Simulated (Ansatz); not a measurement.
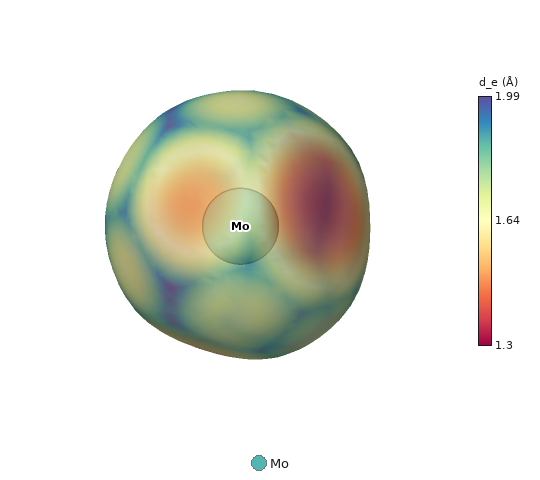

Hirshfeld surface computed for one Mo atom in Mo in space group Pm-3n, coloured by d_e.

The surface is where the fragment's share of the procrystal density (the sum of the densities of spherically averaged neutral Hartree-Fock atoms) equals one half. d_i and d_e are the distances from the surface to the nearest nucleus inside and outside. From Rb on the atoms have core potentials, so only their outer electrons count.

Source of the atomic positions: the input geometry of an electronic-structure calculation (not necessarily at equilibrium); the starting structure was generated, so it need not be a known form of this composition.

```cif
data_structure
_symmetry_space_group_name_H-M 'Pm-3n'
_symmetry_Int_Tables_number 223
_cell_length_a 5.0654
_cell_length_b 5.0654
_cell_length_c 5.0654
_cell_angle_alpha 90.000
_cell_angle_beta 90.000
_cell_angle_gamma 90.000
_cell_volume 129.97
loop_
_atom_site_label
_atom_site_type_symbol
_atom_site_symmetry_multiplicity
_atom_site_Wyckoff_symbol
_atom_site_fract_x
_atom_site_fract_y
_atom_site_fract_z
_atom_site_occupancy
Mo1 Mo 2 a 0.00000 0.00000 0.00000 1
Mo2 Mo 6 c 0.25000 0.00000 0.50000 1
```

### What is the shortest distance from the fragment to an atom outside it?

Mo–Mo, 2.53 Å.

### How is the surface shared among contacts (nearest atom inside ··· nearest atom outside)?

Mo···Mo 100 %. The surface faces 14 neighbours with more than 2 % of its area each: 14 Mo.

### Give the size and shape of the surface.

It encloses about 11.5 Å³, has an area of about 25 Å² and a globularity of 1.00 (1 for a sphere).
